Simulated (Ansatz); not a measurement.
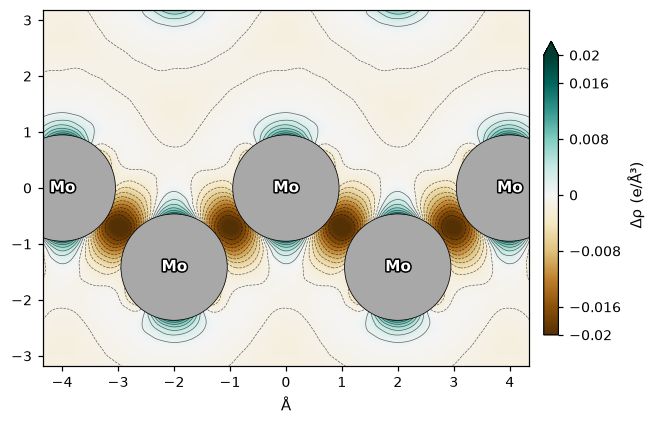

Mo. Difference of the valence pseudo-densities of two functionals at the same geometry, on the (101̄) plane of the calculation cell: one of r2SCAN and r2SCAN0 less the other.

Both computed with Ansatz (plane waves, PAW), on the same k-point mesh. Grey discs cover the atomic cores.

```yaml
crystal:
  lattice:
    - [0.00000, 2.82572, 2.82572]
    - [2.82572, 0.00000, 2.82572]
    - [2.82572, 2.82572, 0.00000]
  atoms:
    - { symbol: Mo, position: [0.12500, 0.12500, 0.12500] }
    - { symbol: Mo, position: [0.87500, 0.87500, 0.87500] }
```

Which was subtracted from which, and what does the map show?

Answer. It is r2SCAN less r2SCAN0. Against r2SCAN0, r2SCAN gives a change of −0.021 e/Å³ at the midpoint of Mo–Mo.
